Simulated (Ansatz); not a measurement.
System: V, space group Im-3m (No. 229) (one of a set of cubic test structures, which need not be the stable phase).

One of the inputs:
```
crystal:
  lattice:
    - [-1.484966140627, 1.484966140627, 1.484966140627]
    - [1.484966140627, -1.484966140627, 1.484966140627]
    - [1.484966140627, 1.484966140627, -1.484966140627]
  atoms:
    - { symbol: V, position: [0.0, 0.0, 0.0] }
kpoints:
  mp_grid: { grid: [6, 6, 6] }
hamiltonian:
  xc: hse06
  pseudopotentials: { kind: paw, source: ansatz }
scf:
  occupations: { method: fermi_dirac, width: 0.1 }
  convergence: { dr2_threshold: "1e-10 eV" }
  exx: { energy_threshold: "1e-8 eV", singularity: regularized }
output:
  forces: true
  stress: true
  eigenvalues: true
```

Launched with:
```bash
ansatz run input.yaml --threads 2
```

Computed with Ansatz 0.2.0 development build: equation of state of a cubic crystal from periodic Kohn-Sham density functional theory without spin, third-order Birch-Murnaghan fit to the free energies; pressure corrected for the finite basis. Level: HSE06.

```csv
setting,value
structure type,bcc
atoms in cell,1
space group number,229
lattice centring,body-centred primitive
k mesh,6×6×6
occupation method,Fermi–Dirac
occupation width,0.1 eV
wave cutoff,840 eV
datasets,hand-made PAW
density tolerance,0 eV
bands,11
density cutoff ratio,4
search for lower states,default
exchange singularity,regularized
```

Predict the energy above the lowest point against volume. The volume takes the values 12.30, 12.70, 13.10, 13.50, 13.90 Å³/atom.

A third-order Birch–Murnaghan fit gives V0 = 13.21 Å³/atom, B0 = 208 GPa. The energy above the lowest point is 44.1 meV/atom at volume 12.30 Å³/atom and 21.4 meV/atom at 13.90 Å³/atom; the lowest computed point is at volume 13.10 Å³/atom (0.0 meV/atom), and no other minimum shows.

| volume (Å³/atom) | energy above the lowest point (meV/atom) |
| --- | --- |
| 12.30 | 44.1 |
| 12.70 | 12.9 |
| 13.10 | 0.0 |
| 13.50 | 3.5 |
| 13.90 | 21.4 |

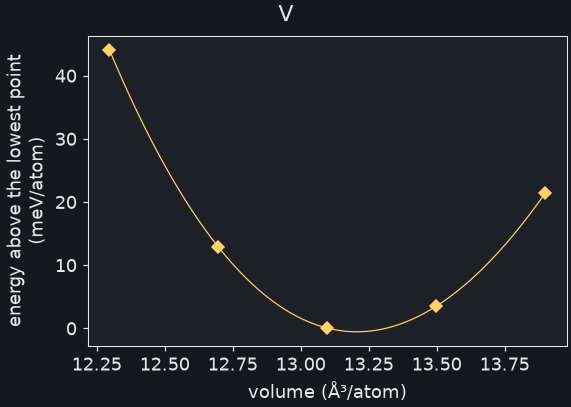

Keep in mind: coarse k-mesh, values are not converged in k.
